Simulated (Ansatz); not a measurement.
# MgH2 (P4_2/mnm): the host for defect calculations

Aim: the runs on the perfect crystal MgH2 (P4_2/mnm) that a defect calculation needs first.

Method: plane-wave PAW DFT, PBE; relaxation of the host's cell and atoms, in the first sound run; inputs show where later runs differ, in Ansatz 0.2.0.

## (1) The structure

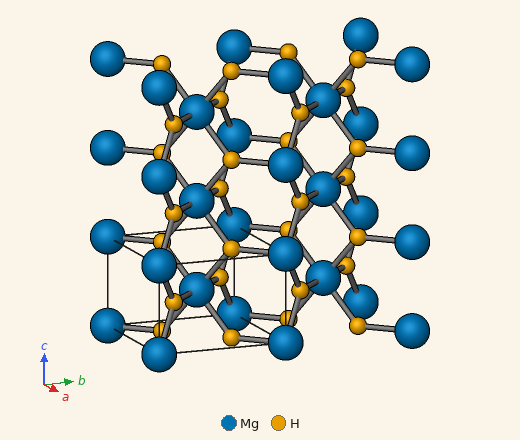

The starting structure, seen slightly off an axis (magnesium blue, hydrogen orange). 1×2×3 cells are drawn. Some periodic images of atoms are drawn too.

## (2) Host cell relaxation

Cell and atoms are relaxed together, until forces and stress fall under their thresholds.

Input file cell/input.yaml:

```yaml
crystal:
  lattice:
    - [4.476694, 0.0, 0.0]
    - [0.0, 4.476694, 0.0]
    - [0.0, 0.0, 2.992537]
  atoms:
    - { symbol: Mg, position: [0.5, 0.5, 0.5] }
    - { symbol: Mg, position: [0.0, 0.0, 0.0] }
    - { symbol: H, position: [0.695572, 0.695572, 0.0] }
    - { symbol: H, position: [0.804428, 0.195572, 0.5] }
    - { symbol: H, position: [0.304428, 0.304428, 0.0] }
    - { symbol: H, position: [0.195572, 0.804428, 0.5] }
basis:
  ecutwfc: 420
  xc_grid: 2
hamiltonian:
  xc: pbe
kpoints:
  mp_grid: { grid: [6, 6, 9] }
scf:
  occupations: { method: fixed }
  max_iter: 100
relax:
  f_tol: 0.005
  max_steps: 60
  cell: {}
output:
  forces: true
  stress: true
checkpoint:
  write: "../cell.run"
  compress: false
  write_wavefunctions: false
  write_every: 100000
```

Run with:

```sh
$ ansatz run input.yaml --threads 8 --pin off --max-ram 17899MiB --backend cpu --events-out ev --progress --plain --runs-dir out
```

Numbers of over 12 decimals in the logs are rounded to 6 here.

The program printed:

```text
[... repeated set-up lines and file paths are left out, and long positions are rounded to six places ...]
Engine: ansatz 0.2.0, x86_64-unknown-linux-gnu
Pseudopotentials: kind: paw
Pseudopotential: Mg, paw, valence charge 10, recommended cutoff 420 eV (normal), Mg.paw.azcp
Pseudopotential: H, paw, valence charge 1, recommended cutoff 420 eV (normal), H.paw.azcp
Functional definition: PBE
  parameter kappa = 0.804
  parameter beta = 0.066725
  exchange = pbe_x(kappa = kappa, mu = beta*pi^2/3)
  correlation = pbe_c(beta = beta)
Crystal: 6 atoms, lattice volume = 59.973 Å³
Basis set: ecut = 420 eV, 1179 PW (Γ), exchange–correlation on 60×60×48 points (8 copies of the dense FFT grid, shifted against one another)
Bands: 18, of which v1, the nominal top of the filled ones, is band 12 counted from 1 (11 counted from 0)
Symmetry: 16 space group operations
Space group: P42/mnm (ITA 136), of the structure as read, at distance tolerance 3.9e-5 Å
k-points: 50 of 324
Non-local potential: Mg, projectors of the file, l = 0: 3, l = 1: 2, l = 2: 1
Non-local potential: H, projectors of the file, l = 0: 2, l = 1: 1
PAW form: soft (Blöchl's): semilocal exchange-correlation on the pseudo side does not see the compensation charge
PAW one-centre angular grid: Mg, 110 points (default); XC on 64 Gauss nodes
PAW one-centre angular grid: H, 110 points (default); XC on 64 Gauss nodes
Initial density: superposition of atomic densities (neutral atoms: chi_scale 0, normalization atom), corrected by the library's trained network
Initial wavefunctions: pseudopotential atomic-orbital guess
Functional: x = pbe(κ = 0.804, μ = 0.219515), c = pbe(β = 0.066725)
SCF iter   1: F=—  HF=-3912.180343 eV  |F-HF|=—  |Δ(HF+E_count)|=         —  Δρ=4.38e-4  dr2=4.48e-5  ethr=1.77e-3  ⟨swp⟩=4.9  Hψ=3794  notcnv=0  defer=192
preconditioner: auto → none  [insulator: Δε(μ)=3.945 eV  Ē_g=10.203 eV  n_scr=10 (ndim 8)  ℏωp=13.6 eV  f_vac=0.000  ε∞_Penn≈2.8]
SCF iter   2: F=—  HF=-3912.179864 eV  |F-HF|=—  |Δ(HF+E_count)|=   4.79e-4  Δρ=2.23e-4  dr2=1.02e-5  ethr=1.87e-7  ⟨swp⟩=2.6  Hψ=2041  notcnv=0  defer=199
SCF iter   3: F=—  HF=-3912.179903 eV  |F-HF|=—  |Δ(HF+E_count)|=   3.90e-5  Δρ=9.04e-5  dr2=1.51e-6  ethr=4.25e-8  ⟨swp⟩=2.0  Hψ=1319  notcnv=0  defer=149
automatic band count: iteration 3 solves 17 bands in place of 18: the levels show a gap, and the empty bands left out lie too high to hold charge; the band table lists the bands solved (type scf.n_extra_bands for more)
iter 4 did not close the SCF: its close was put off for the readings that it lacked (scf_convergence_deferred on its scf_iter line)
SCF iter   4: F=-3912.179918 eV  HF=-3912.179918 eV  |F-HF|=1.60e-7  |Δ(HF+E_count)|=   1.49e-5  Δρ=1.80e-5  dr2=6.31e-8  ethr=6.28e-9  ⟨swp⟩=2.0  Hψ=1312  notcnv=0  defer=150
iter 5 did not close the SCF: its close was put off for the readings that it lacked (scf_convergence_deferred on its scf_iter line)
SCF iter   5: F=-3912.179918 eV  HF=-3912.179918 eV  |F-HF|=1.19e-9  |Δ(HF+E_count)|=   2.02e-7  Δρ=1.25e-6  dr2=3.61e-10  ethr=2.63e-10  ⟨swp⟩=2.0  Hψ=1412  notcnv=0  defer=150
SCF iter   6: F=-3912.179918 eV  HF=-3912.179918 eV  |F-HF|=1.36e-12  |Δ(HF+E_count)|=   1.36e-9  Δρ=1.26e-7  dr2=3.98e-12  ethr=1.50e-12  ⟨swp⟩=1.0  Hψ=2462  notcnv=0
SCF 1 converged in 6 iterations: F = -3912.179918 eV  dr2 = 3.98e-12
  greatest PAW one-centre occupation: 1.000 electrons in one spin orbital (limit 2), on the Mg atom at site 1 (counted from 0), in its partial waves of l = 0
relax step   1: F+E_penalty+E_count = -3912.17991830 eV  Δ(F+E_penalty+E_count) = +0.000e0 eV  max|allowed force component| = 5.069e-3 eV/Å  Δτ_max = 0.0000 Å  P = +1.296 GPa  Ω = 59.973 Å³  (6 SCF iters, dr2 threshold 1.00e-7 eV, accepted)
[... the SCF cycles and remarks between the steps are left out from here to the last step ...]
relax step   2: F+E_penalty+E_count = -3912.18454993 eV  Δ(F+E_penalty+E_count) = -4.632e-3 eV  max|allowed force component| = 1.586e-3 eV/Å  Δτ_max = 0.0003 Å  P = -0.029 GPa  Ω = 61.476 Å³  energy of the carried Pulay correction = -1.182e-3 eV  (4 SCF iters, dr2 threshold 6.00e-7 eV, accepted)
relax step   3: F+E_penalty+E_count = -3912.18457821 eV  Δ(F+E_penalty+E_count) = -2.828e-5 eV  max|allowed force component| = 1.852e-3 eV/Å  Δτ_max = 0.0002 Å  P = -0.000 GPa  Ω = 61.456 Å³  energy of the carried Pulay correction = -1.166e-3 eV  (3 SCF iters, dr2 threshold 2.05e-8 eV, accepted)
Basis set: ecut = 420 eV, 1187 PW (Γ), exchange–correlation on 64×64×48 points (8 copies of the dense FFT grid, shifted against one another)
Initial wavefunctions: pseudopotential atomic-orbital guess (no wavefunctions were taken with the density)
iter 1 solved again at ethr=3.76e-8 eV; its pass at ethr=3.10e-3 eV (dr2=9.03e-6 eV) is discarded
SCF iter   1: F=—  HF=-3912.185574 eV  |F-HF|=—  |Δ(HF+E_count)|=         —  Δρ=1.68e-4  dr2=6.39e-7  ethr=3.76e-8  ⟨swp⟩=3.1  Hψ=5933  notcnv=0  defer=198
SCF iter   2: F=—  HF=-3912.185742 eV  |F-HF|=—  |Δ(HF+E_count)|=   1.67e-4  Δρ=8.39e-5  dr2=1.44e-7  ethr=2.66e-9  ⟨swp⟩=2.0  Hψ=1011  notcnv=0  defer=127
SCF iter   3: F=—  HF=-3912.185807 eV  |F-HF|=—  |Δ(HF+E_count)|=   6.53e-5  Δρ=5.47e-6  dr2=9.70e-10  ethr=6.00e-10  ⟨swp⟩=2.0  Hψ=1011  notcnv=0  defer=128
SCF iter   4: F=-3912.185807 eV  HF=-3912.185807 eV  |F-HF|=5.09e-10  |Δ(HF+E_count)|=   2.37e-7  Δρ=3.11e-7  dr2=6.02e-12  ethr=1.00e-12  ⟨swp⟩=5.0  Hψ=3092  notcnv=0
SCF 4 converged in 4 iterations: F = -3912.185807 eV  dr2 = 6.02e-12
relax step   4: F+E_penalty+E_count = -3912.18580734 eV  Δ(F+E_penalty+E_count) = -1.229e-3 eV  max|allowed force component| = 1.831e-3 eV/Å  Δτ_max = 0.0000 Å  P = +0.014 GPa  Ω = 61.456 Å³  stress off target by 2.00e-2 GPa  SCF on the basis re-selected at this cell (its energy is not comparable with the rows above)  (4 SCF iters)
basis re-selected at this cell: Δ(F+E_penalty+E_count) = -1.229e-3 eV, ΔP = +0.015 GPa vs the last step (what re-selecting the basis moved, of the pressure what is left beyond the Pulay correction that the steps carried, after the strain that the cell walked [...]
SCF converged after 4 iterations
Free energy (F): -3912.185807 eV
Harris-Foulkes:  -3912.185807 eV  (|F-HF|=5.09e-10)
Internal energy: -3912.185807 eV  (E = F + TS)
E sigma→0 (E₀):  -3912.185807 eV
Fermi energy:    1.804229 eV
--- Per-component energies (eV) ---
  E_band       = -752.533560
  E_kinetic    = 207.875157
  E_local      = -3452.426131  (includes V_loc(G=0)·N_el)
  E_nonlocal   = 195.978319
  E_hartree    = 1238.450545
  E_xc         = -95.046609
  E_vxc        = -122.667181  (∫ρ·V_xc dr)
  E_paw        = -586.654243  (= ΣΔE_a)
  E_vpaw       = -58.189489  (= ΣTr[D̂ρ^β])
  E_aug_tail   = -0.005275  (compensation charges beyond the density's cutoff)
  E_ewald      = -1420.357571
  E_smearing   = -0.000000  (= −TS)
  E_closure    = 0.000000  (closes the sum)
  Σ components = -3912.185807   (vs F -3912.185807, Δ=0.00e0)
--- Forces (eV/Å), atoms counted from 1 ---
  atom   1  Mg     0.00000000     0.00000000     0.00000000
  atom   2  Mg    -0.00000000    -0.00000000     0.00000000
  atom   3  H     -0.00183060    -0.00183060     0.00000000
  atom   4  H      0.00183060    -0.00183060     0.00000000
  atom   5  H      0.00183060     0.00183060     0.00000000
  atom   6  H     -0.00183060     0.00183060     0.00000000
  max |Σ_I F_I| component: 4.34e-19 eV/Å
--- Stress (GPa, compression-positive) ---
        0.019964       0.000000       0.000000
        0.000000       0.019964       0.000000
        0.000000       0.000000       0.002670
  P = ⅓ Tr σ = 0.0142 GPa (0.142 kbar)
--- Relaxed structure (3 steps of the walk, 3 accepted, 1 SCFs on fresh bases) ---
  F+E_penalty+E_count = -3912.18580734 eV   max|allowed force component| = 1.831e-3 eV/Å   (the final SCF, on the basis selected at the relaxed cell)
  cell:  # Å, volume = 61.4556 Å³
    - [4.516246, 0, 0.0]
    - [0, 4.516246, 0.0]
    - [0.0, 0.0, 3.013047]
  atoms:
    - { symbol: Mg, position: [0.5, 0.5, 0.5] }
    - { symbol: Mg, position: [0, 0, 0.0] }
    - { symbol: H, position: [0.695657, 0.695657, 0.0] }
    - { symbol: H, position: [0.804343, 0.195657, 0.5] }
    - { symbol: H, position: [0.304343, 0.304343, 0.0] }
    - { symbol: H, position: [0.195657, 0.804343, 0.5] }
```

Elapsed: 1.2 s, on 8 threads of Intel Xeon 6975P-C (Granite Rapids), shared host; peak memory 0.41 GiB.

The steps of the relaxation:

| step | energy less that of the first step (eV) | largest force component (eV/Å) | pressure (GPa) | volume (Å³) |
| --- | --- | --- | --- | --- |
| 1 | 0.0000 | 0.0051 | 1.30 | 59.97 |
| 2 | -0.0046 | 0.0016 | -0.03 | 61.48 |
| 3 | -0.0047 | 0.0019 | 0.00 | 61.46 |
| 4* | -0.0059 | 0.0018 | 0.01 | 61.46 |

Relaxation steps marked * repeat the geometry before them on a plane-wave basis chosen anew for their cell, so energy and pressure can jump there.

The run keeps the 16 symmetry operations that it works with, so distortions that break them were not tested.

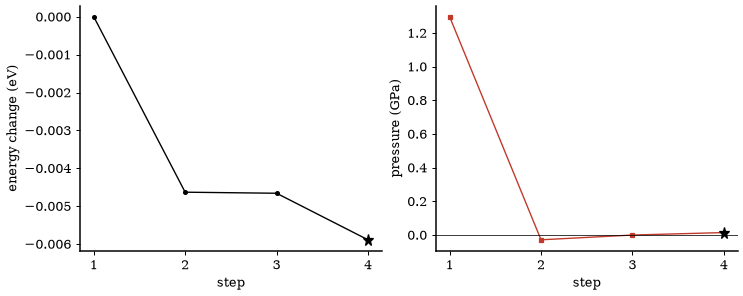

Energy and pressure along the relaxation. Stars mark steps on a basis chosen anew.

| conventional cell, symmetrised | before | after | change |
| --- | --- | --- | --- |
| a (Å) | 4.477 | 4.516 | +0.9 % |
| b (Å) | 4.477 | 4.516 | +0.9 % |
| c (Å) | 2.993 | 3.013 | +0.7 % |
| volume (Å³/atom) | 10.00 | 10.24 | +2.5 % |

Final coordinates:

```xyz
6
Lattice="4.5162 0.0000 0.0000 0.0000 4.5162 0.0000 0.0000 0.0000 3.0130" Properties=species:S:1:pos:R:3 pbc="T T T"
Mg    2.2581    2.2581    1.5065
Mg    0.0000    0.0000    0.0000
H     3.1418    3.1418    0.0000
H     3.6326    0.8836    1.5065
H     1.3745    1.3745    0.0000
H     0.8836    3.6326    1.5065
```

This step gave:

```
pressure : 0.01420 GPa
```

The relaxation ends with a largest force component of 0.0018 eV/Å and a pressure of 0.01 GPa.

(Continued in part 2 of 4.)

[Logs are printed without paths, hosts, clocks, repeated set-up lines and the standing remarks that a program may print on its own settings, such as how far it seeks lower states.]

[Hosts, paths, dates, database ids (printed as entryN), source tags and the programs' standing remarks are cut or masked in the printed files.]

[Runs of the host that timed out are not shown.]

[For some hosts the program warned that the k-mesh of the response run may be too coarse for force constants and the static dielectric constant; such warnings are not always shown.]
